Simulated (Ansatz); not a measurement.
**Run report: Ge, geometry relaxation (part 1 of 3)**

Ge (slab, 9 atoms in the cell), computed with DFT PBEsol, scalar-relativistic, plane waves, PAW, no spin polarisation (Ansatz 0.2.0).

The structure derives from an entry of the Crystallography Open Database. The input holds or restrains some coordinates. Forces given for the steps count only the free coordinates. It belongs to a series of runs on one base structure; here: Ge put at a top Ge site.

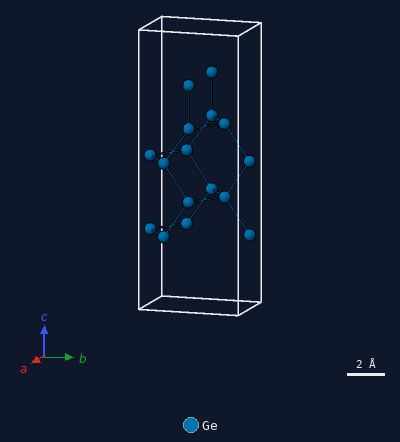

Fig. 1: The input geometry (ball-and-stick view of the cell of the calculation, with the vacuum cut short, seen slightly off an axis). An atom can appear more than once, as a periodic image. Near neighbours in the periodic cell (some may lie outside the picture): Ge has 3 Ge at 2.44 to 2.46 Å; Ge has 4 Ge at 2.40 to 2.50 Å; Ge has 1 Ge at 2.40 Å.

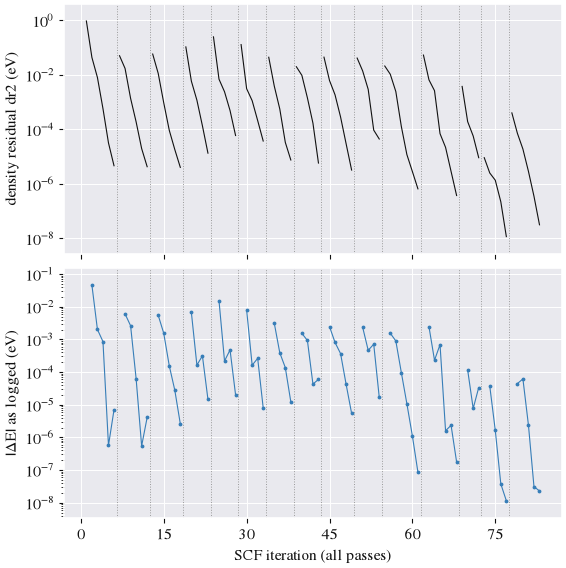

Fig. 2: Convergence of the self-consistent field: density residual dr2 and size of the energy change against the SCF iteration. The dotted lines part the SCF passes of the relaxation: geometry steps, rejected trials and re-solves on a re-selected basis. The 15 passes take 4 to 7 iterations each, 83 in all.

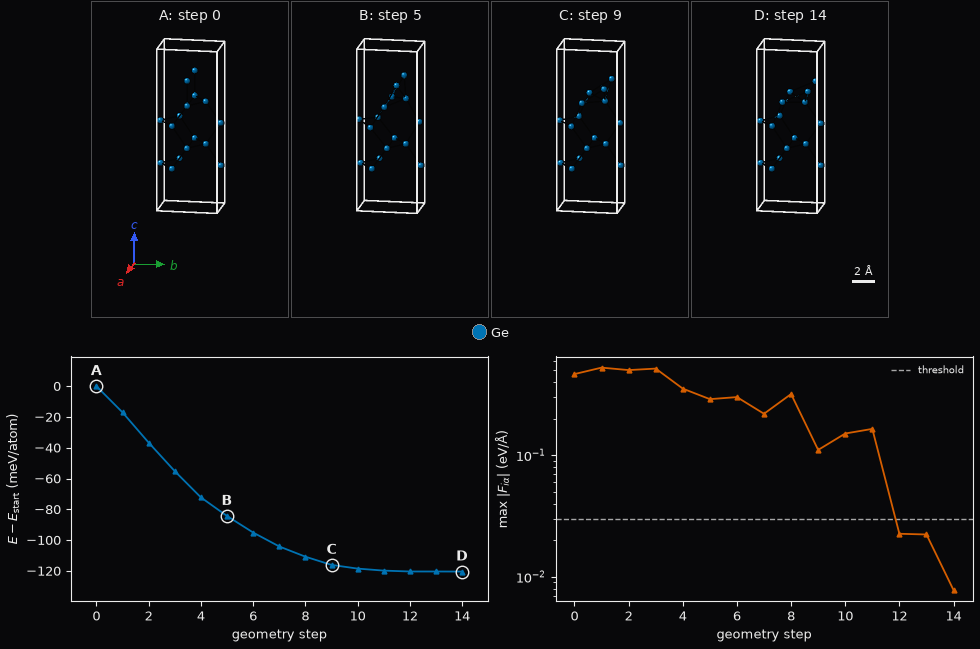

Fig. 3: Frames of the restrained relaxation (ball-and-stick view of the cell of the calculation, with the vacuum cut short, seen slightly off an axis) above the curves, on which the letters mark them (the first geometry is step 0 here and step 1 in the log).

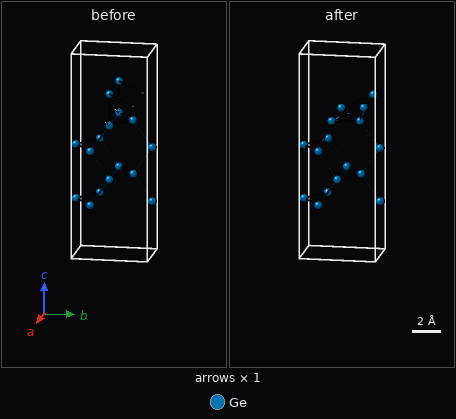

Fig. 4: Before (left) and after (right) the restrained relaxation, at one scale (ball-and-stick view of the cell of the calculation, with the vacuum cut short, seen slightly off an axis). The white arrows give the displacements, at true length. Ge9 moves most: 2.16 Å. The lattice vectors keep their values. Distances before and after: Ge8–Ge9 3.422 → 2.601 Å, Ge7–Ge8 2.440 → 2.706 Å, Ge7–Ge9 2.400 → 2.643 Å, Ge6–Ge7 2.448 → 2.527 Å. New bonds form: Ge8–Ge9 (3.42 → 2.60 Å). Among the angles that change: Ge8–Ge7–Ge9 90.0° → 58.2°, Ge7–Ge8–Ge7 110.7° → 95.7°, Ge3–Ge6–Ge7 109.9° → 123.3°. Over 14 geometry steps the energy falls by 120 meV per atom. The largest force component goes from 0.47 to 0.0078 eV/Å. (Atoms are counted from 1 in the order of the input.)

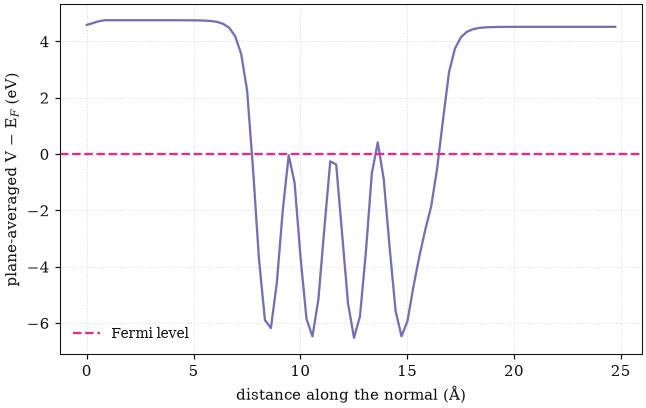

Fig. 5: Plane average of the electrostatic potential energy of an electron across the cell, from the Fermi level. The vacuum level lies 4.52 eV above the Fermi level on the upper side and 4.75 eV on the lower.

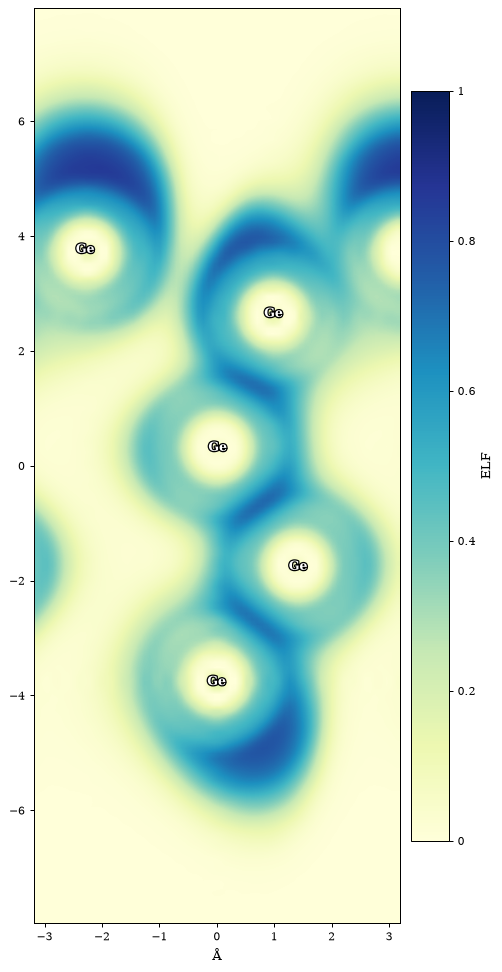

Fig. 6: Electron localisation function on the (100) plane of the calculation cell, a cut from vacuum to vacuum. Ge–Ge (2.46 Å): the ELF peaks at about 0.70 between the atoms. Core electrons are frozen (PAW), so the fields are smoothed inside the atomic spheres.

These pictures come from the run below.

### Input
```yaml
crystal:
  lattice:
    - [4.0133694117, 0.0, 0.0]
    - [0.0, 5.6757614529, 0.0]
    - [0.0, 0.0, 25.0200541176]
  atoms:
    - { symbol: Ge, position: [0.5, 0.0, 0.3397274826] }
    - { symbol: Ge, position: [0.0, 0.25, 0.3397274826] }
    - { symbol: Ge, position: [0.0, 0.5, 0.4199305348] }
    - { symbol: Ge, position: [0.5, 0.75, 0.4199305348] }
    - { symbol: Ge, position: [0.5, -0.0011780447, 0.5024610395] }
    - { symbol: Ge, position: [0.0, 0.2511780447, 0.5024610395] }
    - { symbol: Ge, position: [0.0, 0.5027853503, 0.5819181567] }
    - { symbol: Ge, position: [0.5, 0.7472146497, 0.5819181567] }
    - { symbol: Ge, position: [0.0, 0.5027853503, 0.6778412106] }
basis:
  ecutwfc: 420
kpoints:
  mp_grid: { grid: [7, 5, 1] }
hamiltonian:
  xc: pbesol
scf:
  occupations: { method: gaussian, width: 0.1 }
output:
  forces: true
  eigenvalues: true
  write_density: true
  write_potential: true
  elf: true
  volumetric_format: npy
relax:
  adjacent_minimum: "off"
  f_tol: 0.03
  max_steps: 70
  constraints: [{ sites: [0, 1, 2, 3] }]
efield:
  axis: 3
  dipole_correction: true
  ramp_width: 0.04
```

Run as:
```bash
ansatz run input.yaml --threads 2 --pin off --max-ram 5120MiB --backend cpu --events-out ev --progress --plain --runs-dir out
```

### What the program printed
```
Engine: ansatz 0.2.0, aarch64-unknown-linux-gnu
Pseudopotentials: kind: paw
Pseudopotential: Ge, paw, valence charge 14, recommended cutoff 420 eV (normal), Ge.paw.azcp
Functional definition: PBEsol
  exchange = pbesol_x
  correlation = pbesol_c
Crystal: 9 atoms, lattice volume = 569.930 Å³
Basis set: ecut = 420 eV, 11205 PW (Γ), exchange–correlation on 54×80×360 points (8 copies of the dense FFT grid, shifted against one another)
Bands: 76, of which v1, the nominal top of the filled ones, is band 63 counted from 1 (62 counted from 0)
Symmetry: 2 space group operations
Space group: Pm (ITA 6), of the structure as read, at distance tolerance 8.3e-5 Å
k-points: 12 of 35 (time reversal used)
Non-local potential: Ge, projectors of the file, l = 0: 2, l = 1: 2, l = 2: 3, l = 3: 1
PAW form: soft (Blöchl's): semilocal exchange-correlation on the pseudo side does not see the compensation charge
PAW frozen core: Ge, regenerated for the run's functional, and the local potential with it (the file was generated under x = pbe(κ = 0.804, μ = 0.2195149727645171), c = pbe(β = 0.06672455060314922))
PAW one-centre angular grid: Ge, 590 points (default); XC on 64 Gauss nodes
Initial density: superposition of atomic densities (neutral atoms: chi_scale 0, normalization atom), corrected by the library's trained network
Initial wavefunctions: pseudopotential atomic-orbital guess
Functional: x = pbesol(κ = 0.804, μ = 0.12345679012345678), c = pbesol(β = 0.046)
SCF iter   1: F=—  HF=-38276.494668 eV  |F-HF|=—  |Δ(HF+E_count)|=         —  Δρ=3.20e-3  dr2=9.48e-1  ethr=1.77e-3  p=0.022 e·Å  D=7.14e-3 V/Å  ΔV_dip=-0.18 eV  dr2_dipole=4.92e-1  V_vac-E_F(+/−)=4.55/4.73 eV  ⟨swp⟩=6.4  Hψ=3409  notcnv=0  defer=9
efield: sawtooth ramp at fractional position 0.9888 (placed from the atoms, in the widest stretch of the axis that holds none; the zero of the levels goes with the place), width 0.0400; the density the first Hamiltonian is built on has a dipole p = 0.022 e·Å; the dipole correction subtracts the counter field D = 7.14e-3 V/Å, which shifts the + side's vacuum level by -0.18 eV against the − side's; the planar-averaged density in the ramp window peaks in size at 1.3e-5 e/Å³
preconditioner: auto → LDOS  [metal: Δε(μ)=0.021 eV  Ē_g=21.737 eV  σ=0.100 eV  W_gap=0.12  n_scr=96 (ndim 8)  ℏωp=17.5 eV  f_vac=0.574  D(μ)=5.06/eV (n_scr^D=20)  β→1.0]
SCF iter   2: F=—  HF=-38276.448801 eV  |F-HF|=—  |Δ(HF+E_count)|=   4.59e-2  Δρ=1.14e-3  dr2=4.35e-2  ethr=7.52e-4  p=0.049 e·Å  D=1.57e-2 V/Å  ΔV_dip=-0.39 eV  dr2_dipole=1.92e-2  V_vac-E_F(+/−)=4.41/4.80 eV  ⟨swp⟩=2.0  Hψ=1139  notcnv=0  defer=65
SCF iter   3: F=—  HF=-38276.446788 eV  |F-HF|=—  |Δ(HF+E_count)|=   2.01e-3  Δρ=5.26e-4  dr2=8.01e-3  ethr=3.45e-5  p=0.043 e·Å  D=1.37e-2 V/Å  ΔV_dip=-0.34 eV  dr2_dipole=3.72e-3  V_vac-E_F(+/−)=4.43/4.77 eV  ⟨swp⟩=2.8  Hψ=1580  notcnv=0  defer=65
SCF iter   4: F=—  HF=-38276.445929 eV  |F-HF|=—  |Δ(HF+E_count)|=   8.59e-4  Δρ=1.40e-4  dr2=5.79e-4  ethr=6.36e-6  p=0.044 e·Å  D=1.40e-2 V/Å  ΔV_dip=-0.35 eV  dr2_dipole=2.78e-4  V_vac-E_F(+/−)=4.42/4.78 eV  ⟨swp⟩=2.9  Hψ=1879  notcnv=0  defer=65
SCF iter   5: F=—  HF=-38276.445930 eV  |F-HF|=—  |Δ(HF+E_count)|=   5.68e-7  Δρ=4.60e-5  dr2=3.18e-5  ethr=4.60e-7  p=0.045 e·Å  D=1.42e-2 V/Å  ΔV_dip=-0.36 eV  dr2_dipole=2.31e-7  V_vac-E_F(+/−)=4.42/4.78 eV  ⟨swp⟩=2.3  Hψ=1608  notcnv=0  defer=59
SCF iter   6: F=-38276.445936 eV  HF=-38276.445937 eV  |F-HF|=6.92e-7  |Δ(HF+E_count)|=   6.97e-6  Δρ=1.54e-5  dr2=4.63e-6  ethr=1.79e-8  p=0.045 e·Å  D=1.42e-2 V/Å  ΔV_dip=-0.36 eV  dr2_dipole=2.34e-7  V_vac-E_F(+/−)=4.42/4.78 eV  ⟨swp⟩=19.0  Hψ=8714  notcnv=0
SCF 1 converged in 6 iterations: F = -38276.445936 eV  dr2 = 4.63e-6
  greatest PAW one-centre occupation: 0.998 electrons in one spin orbital (limit 2), on the Ge atom at site 8 (counted from 0), in its partial waves of l = 2
relax step   1: F+E_penalty+E_count = -38276.44593616 eV  Δ(F+E_penalty+E_count) = +0.000e0 eV  max|allowed force component| = 4.662e-1 eV/Å  Δτ_max = 0.0000 Å  (6 SCF iters, dr2 threshold 2.25e-5 eV, accepted)
Initial density: handed on by an earlier stage of this run
Initial wavefunctions: those handed on with the density
iter 1 solved again at ethr=4.19e-5 eV; its pass at ethr=3.10e-3 eV (dr2=5.29e-2 eV) is discarded
SCF iter   1: F=—  HF=-38276.607881 eV  |F-HF|=—  |Δ(HF+E_count)|=         —  Δρ=3.02e-3  dr2=5.03e-2  ethr=4.19e-5  p=0.045 e·Å  D=1.42e-2 V/Å  ΔV_dip=-0.36 eV  dr2_dipole=4.11e-4  V_vac-E_F(+/−)=4.41/4.77 eV  ⟨swp⟩=2.0  Hψ=2818  notcnv=0  defer=57
efield: sawtooth ramp at fractional position 0.9888 (handed on by an earlier solve), width 0.0400; the density the first Hamiltonian is built on has a dipole p = 0.045 e·Å; the dipole correction subtracts the counter field D = 1.42e-2 V/Å, which shifts the + side's vacuum level by -0.36 eV against the − side's; the planar-averaged density in the ramp window peaks in size at 1.1e-5 e/Å³
preconditioner: auto → LDOS  [metal: Δε(μ)=0.016 eV  Ē_g=21.795 eV  σ=0.100 eV  W_gap=0.09  n_scr=96 (ndim 8)  ℏωp=17.5 eV  f_vac=0.577  D(μ)=6.71/eV (n_scr^D=24)  β→1.0]
SCF iter   2: F=—  HF=-38276.601844 eV  |F-HF|=—  |Δ(HF+E_count)|=   6.04e-3  Δρ=1.22e-3  dr2=1.72e-2  ethr=3.99e-5  p=0.051 e·Å  D=1.61e-2 V/Å  ΔV_dip=-0.40 eV  dr2_dipole=2.16e-3  V_vac-E_F(+/−)=4.37/4.77 eV  ⟨swp⟩=2.0  Hψ=1676  notcnv=0  defer=57
SCF iter   3: F=—  HF=-38276.599223 eV  |F-HF|=—  |Δ(HF+E_count)|=   2.62e-3  Δρ=3.17e-4  dr2=1.38e-3  ethr=1.37e-5  p=0.052 e·Å  D=1.65e-2 V/Å  ΔV_dip=-0.41 eV  dr2_dipole=1.39e-4  V_vac-E_F(+/−)=4.36/4.77 eV  ⟨swp⟩=2.0  Hψ=1648  notcnv=0  defer=57
SCF iter   4: F=—  HF=-38276.599160 eV  |F-HF|=—  |Δ(HF+E_count)|=   6.32e-5  Δρ=1.02e-4  dr2=1.89e-4  ethr=1.10e-6  p=0.053 e·Å  D=1.70e-2 V/Å  ΔV_dip=-0.42 eV  dr2_dipole=4.20e-5  V_vac-E_F(+/−)=4.35/4.77 eV  ⟨swp⟩=2.0  Hψ=1632  notcnv=0  defer=57
SCF iter   5: F=—  HF=-38276.599161 eV  |F-HF|=—  |Δ(HF+E_count)|=   5.48e-7  Δρ=4.66e-5  dr2=1.98e-5  ethr=1.50e-7  p=0.054 e·Å  D=1.71e-2 V/Å  ΔV_dip=-0.43 eV  dr2_dipole=6.00e-9  V_vac-E_F(+/−)=4.35/4.78 eV  ⟨swp⟩=2.0  Hψ=1609  notcnv=0  defer=57
SCF iter   6: F=-38276.599154 eV  HF=-38276.599156 eV  |F-HF|=1.99e-6  |Δ(HF+E_count)|=   4.10e-6  Δρ=1.43e-5  dr2=4.26e-6  ethr=1.08e-8  p=0.054 e·Å  D=1.72e-2 V/Å  ΔV_dip=-0.43 eV  dr2_dipole=4.46e-8  V_vac-E_F(+/−)=4.35/4.78 eV  ⟨swp⟩=18.9  Hψ=9158  notcnv=0
SCF 2 converged in 6 iterations: F = -38276.599154 eV  dr2 = 4.26e-6
[... from here on the iterations of each SCF are left out, up to the last one ...]
relax step   2: F+E_penalty+E_count = -38276.59915444 eV  Δ(F+E_penalty+E_count) = -1.532e-1 eV  max|allowed force component| = 5.270e-1 eV/Å  Δτ_max = 0.1960 Å  (6 SCF iters, dr2 threshold 1.36e-5 eV, accepted)
efield: sawtooth ramp at fractional position 0.9888 (handed on by an earlier solve), width 0.0400; the density the first Hamiltonian is built on has a dipole p = 0.054 e·Å; the dipole correction subtracts the counter field D = 1.72e-2 V/Å, which shifts the + side's vacuum level by -0.43 eV against the − side's; the planar-averaged density in the ramp window peaks in size at 1.9e-5 e/Å³
preconditioner: auto → LDOS  [metal: Δε(μ)=0.010 eV  Ē_g=21.805 eV  σ=0.100 eV  W_gap=0.06  n_scr=96 (ndim 8)  ℏωp=17.5 eV  f_vac=0.579  D(μ)=6.98/eV (n_scr^D=24)  β→1.0]
SCF 3 converged in 6 iterations: F = -38276.775868 eV  dr2 = 4.03e-6
relax step   3: F+E_penalty+E_count = -38276.77586776 eV  Δ(F+E_penalty+E_count) = -1.767e-1 eV  max|allowed force component| = 5.030e-1 eV/Å  Δτ_max = 0.1949 Å  (6 SCF iters, dr2 threshold 1.74e-5 eV, accepted)
efield: sawtooth ramp at fractional position 0.9888 (handed on by an earlier solve), width 0.0400; the density the first Hamiltonian is built on has a dipole p = 0.065 e·Å; the dipole correction subtracts the counter field D = 2.06e-2 V/Å, which shifts the + side's vacuum level by -0.52 eV against the − side's; the planar-averaged density in the ramp window peaks in size at 1.0e-5 e/Å³
preconditioner: auto → LDOS  [metal: Δε(μ)=0.026 eV  Ē_g=21.823 eV  σ=0.100 eV  W_gap=0.15  n_scr=96 (ndim 8)  ℏωp=17.5 eV  f_vac=0.582  D(μ)=7.07/eV (n_scr^D=28)  β→1.0]
SCF 4 converged in 5 iterations: F = -38276.942884 eV  dr2 = 1.34e-5
```
